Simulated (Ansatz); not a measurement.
System: WSe₂, space group P6_3/mmc (No. 194).

Starting cell:
```yaml
crystal:
  lattice:
    - [3.31512, 0.00000, 0.00000]
    - [-1.65756, 2.87097, 0.00000]
    - [0.00000, 0.00000, 13.72892]
  atoms:
    - { symbol: W, position: [0.66667, 0.33333, 0.75000] }
    - { symbol: W, position: [0.33333, 0.66667, 0.25000] }
    - { symbol: Se, position: [0.33333, 0.66667, 0.87105] }
    - { symbol: Se, position: [0.66667, 0.33333, 0.37105] }
    - { symbol: Se, position: [0.33333, 0.66667, 0.62895] }
    - { symbol: Se, position: [0.66667, 0.33333, 0.12895] }
```

Computed with Ansatz 0.2.0: energy, stress and cell of a relaxed crystal along a series of strains, atoms and what the cell freedom names relaxed within the symmetry; plane waves with PAW datasets, Γ-centred k mesh; energies extrapolated to zero smearing. Level: r2SCAN, no spin polarisation.

- wave cutoff: 500 eV
- k mesh: 12×12×2
- occupations: Gaussian
- smearing width: 0.02 eV
- strain kind: biaxial in the ab plane
- cell freedom: length and tilt of c free

What does the calculation give for the energy change and band gap against strain? The strain takes the values −3, −2, −1, 0, 1, 2, 3 %.

The energy rises on both sides of the starting structure, which is therefore a minimum along this path. The energy change is 29.43 meV/atom at strain −3 % and 26.04 meV/atom at 3 %; the lowest computed point is at strain 0 % (0.00 meV/atom). The band gap stays open and runs from 1.310 eV at strain −3 % to 0.818 eV at 3 %, with its largest value, 1.377 eV, at −1 %.

```json
{"strain (%)": "-3", "energy change (meV/atom)": "29.43", "band gap (eV)": "1.310"}
{"strain (%)": "-2", "energy change (meV/atom)": "12.82", "band gap (eV)": "1.373"}
{"strain (%)": "-1", "energy change (meV/atom)": "3.15", "band gap (eV)": "1.377"}
{"strain (%)": "0", "energy change (meV/atom)": "0.00", "band gap (eV)": "1.335"}
{"strain (%)": "1", "energy change (meV/atom)": "2.99", "band gap (eV)": "1.205"}
{"strain (%)": "2", "energy change (meV/atom)": "11.78", "band gap (eV)": "0.999"}
{"strain (%)": "3", "energy change (meV/atom)": "26.04", "band gap (eV)": "0.818"}
```

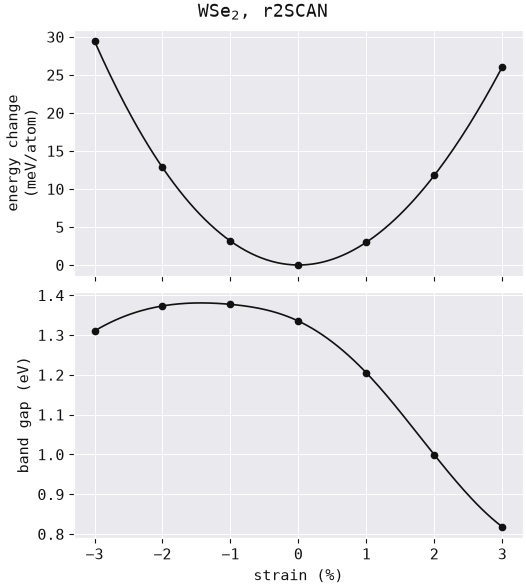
